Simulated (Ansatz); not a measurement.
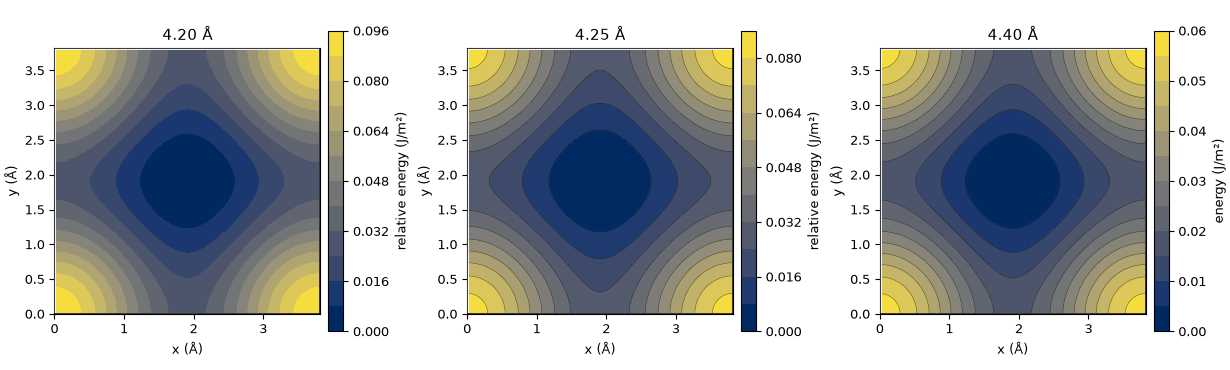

Three maps of one series, each from its own lowest grid point and on its own colour scale; the layer distance changes from map to map. A bilayer of two SnO sheets, the upper one turned by 180 degrees about the normal (8 atoms in the cell). The upper layer of a bilayer is slid over the lower one; relaxed at each slide: nothing; the origin of the map has Sn5 above Sn4. Places are given modulo a cell vector. The map is drawn in real space over the plane of the slide. The grid has 8 × 8 points. All energies are given in J/m² relative to the lowest grid point. At a held distance the lowest stacking need not be the one that binds best once the distance relaxes. Level of theory: DFT PBE+D3(BJ), scalar-relativistic, plane waves, PAW in Ansatz 0.2.0. Settings: cutoff 420 eV, k-mesh 7×7×1, gaussian smearing 0.05 eV, no spin polarisation.

Drawn: filled contours, the outline of one cell of the plane. Between grid points the surface is interpolated.

The span runs from the lowest to the highest grid point; passes are read from the interpolated surfaces.

| layer distance | lowest grid point | span (J/m²) | easiest pass (J/m²) |
| --- | --- | --- | --- |
| 4.20 Å | Sn above Sn of a deeper plane, the O behind them above O | 0.095 | 0.029 |
| 4.25 Å | Sn above Sn of a deeper plane, the O behind them above O | 0.084 | 0.026 |
| 4.40 Å | Sn above Sn of a deeper plane, the O behind them above O | 0.057 | 0.018 |

> One more map of the series was computed, for the layer distance 3.80 Å. What do you expect for it?

A straight line of ln(span) against the layer distance through the 3 maps has the slope −2.5 per Å (a decay length of 0.40 Å) and gives 0.258 J/m² at 3.80 Å. The computed span is 0.25 J/m², below the fit by 3 %. The lowest grid point is Sn above Sn of a deeper plane, the O behind them above O, as for 4.20 Å, 4.25 Å and 4.40 Å. The easiest pass out of the lowest well is about 0.07 J/m².

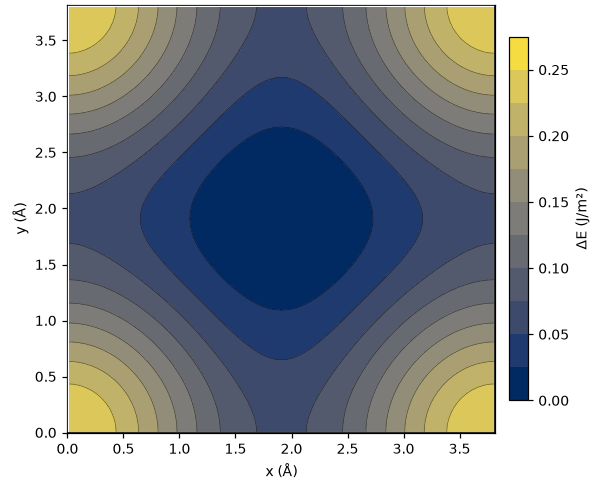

The map for 3.80 Å.

PAW datasets: the set soft_1.
